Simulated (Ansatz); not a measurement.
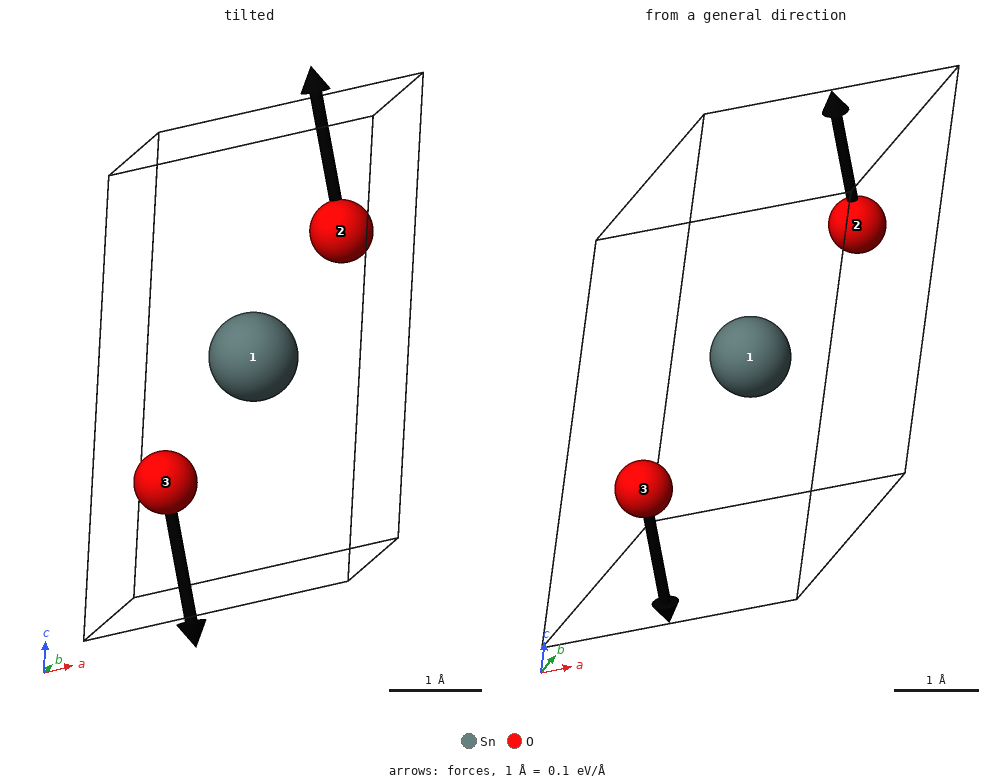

The figure gives a spheres-only picture of the atoms, viewed slightly off an axis and from a general direction. The edges of the cell (the run's own, in a reduced setting) are marked. The arrows are the computed forces on the atoms.

System: SnO₂. Run with Ansatz, DFT LDA, scalar-relativistic, plane waves, PAW and these settings: plane waves to 420 eV, k-points about 0.20 Å⁻¹ apart, Gaussian smearing of 0.05 eV, no spin polarisation.

Q: Are the forces small enough to call this converged?

A: No. The atoms still feel forces of up to about 0.15 eV/Å, above a usual threshold of 0.01 to 0.03 eV/Å.

Q: Where does the largest force act?

A: O2 and O3, about 0.15 eV/Å.

The cell started as a structure listed in the Materials Project. The cell was then strained or its atoms displaced on purpose. A calculation with Ansatz used it as input.
